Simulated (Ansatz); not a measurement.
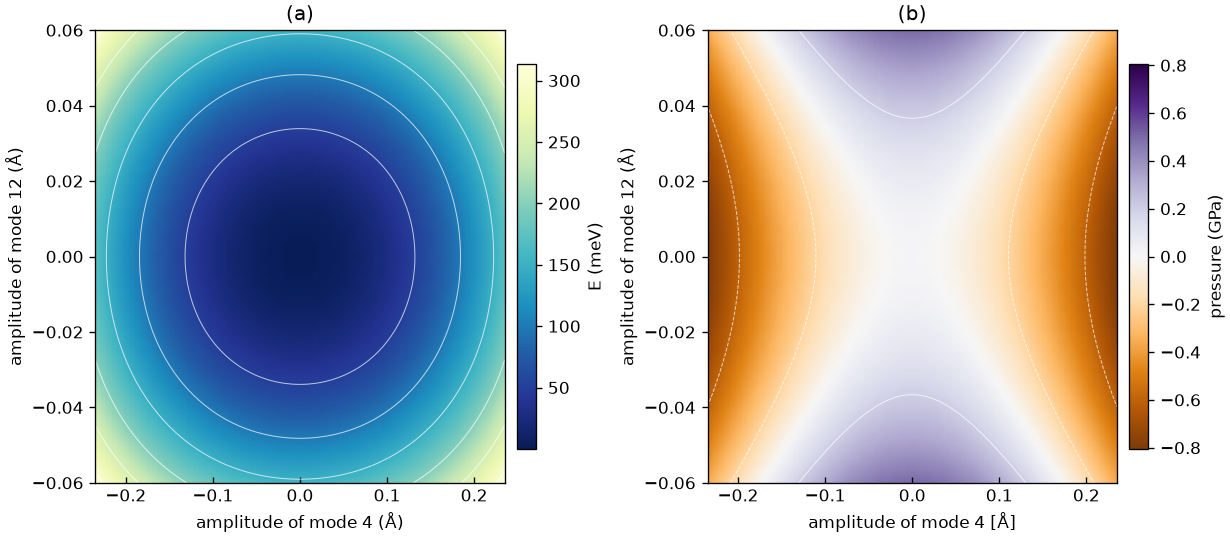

Ge (Fd-3m, No. 227; 4 atoms in the cell). The energy is mapped over two normal modes frozen in (zone-centre modes of the 4-atom cell of this scan, which folds in the wave vector (0, 1/2, 1/2) of the primitive cell). First axis: amplitude of mode 4 (71 cm⁻¹), largest displacement. Second axis: amplitude of mode 12 (285 cm⁻¹), largest displacement. Nothing is relaxed (the cell and all other modes fixed). The scan uses a 7 × 7 grid; 16 points were computed and 33 follow by symmetry. Points are written as (first, second). Energies: meV per cell, counted from the lowest grid point. Theory: DFT PBEsol, scalar-relativistic, plane waves, PAW (Ansatz 0.2.0). Settings: cutoff 420 eV, k-mesh 12×12×8 in the order of the run's cell vectors, gaussian smearing 0.15 eV, no spin polarisation.

Panel (a) is the energy and panel (b) the computed pressure on the same grid.

In the figure: a smooth colour map with a few white contour lines. Between grid points the surface is interpolated.

**How does the pressure vary over the map, and what is it at the lowest grid point?**

It runs from −0.81 GPa at (−0.235 Å, 0.00 Å) to 0.50 GPa at (0.000 Å, −0.06 Å). At the lowest grid point, (0.000 Å, 0.00 Å), it is 0.01 GPa.

```
second ↓, first →  −0.235  −0.157  −0.078  0.000  0.078  0.157  0.235
             0.06   −0.36    0.08    0.39   0.50   0.39   0.08  −0.36
             0.04   −0.60   −0.18    0.12   0.23   0.12  −0.18  −0.60
             0.02   −0.75   −0.34   −0.04   0.07  −0.04  −0.34  −0.75
             0.00   −0.81   −0.39   −0.10   0.01  −0.10  −0.39  −0.81
            −0.02   −0.75   −0.34   −0.04   0.07  −0.04  −0.34  −0.75
            −0.04   −0.60   −0.18    0.12   0.23   0.12  −0.18  −0.60
            −0.06   −0.36    0.08    0.39   0.50   0.39   0.08  −0.36
```

PAW datasets: the set soft_1.
